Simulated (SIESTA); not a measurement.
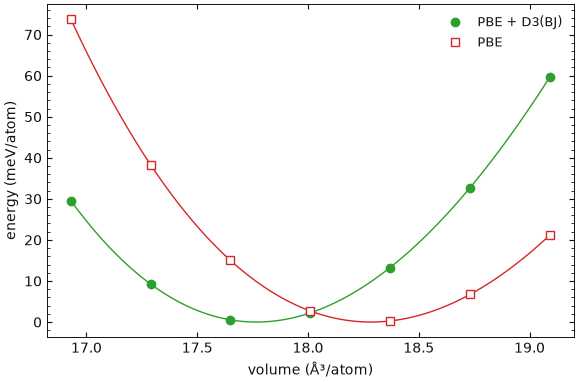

Plotted: energy against volume, with one curve for each functional, for Ta (space group Im-3m).

Method: DFT in numerical atomic orbitals with pseudopotentials, no spin polarisation; energies at scaled volumes of the given cell, shape and fractions fixed, counted from the fit's minimum, third-order Birch-Murnaghan fit (SIESTA 5.4.2). All runs: no spin polarisation.

- k mesh: 11×11×11
- occupations: Fermi–Dirac
- smearing width: 0.05 eV
- potentials: PseudoDojo 0.4 standard, converted to PSML, two zetas on semicore shells

### Order the curves by fitted equilibrium volume, smallest first.

PBE + D3(BJ) 17.767, PBE 18.284 Å³/atom.

### Order the curves by fitted bulk modulus, smallest first.

PBE 205.4, PBE + D3(BJ) 220.1 GPa.

Keep in mind: mulliken charges of long orbitals (PBE); short basis over semicore shells.
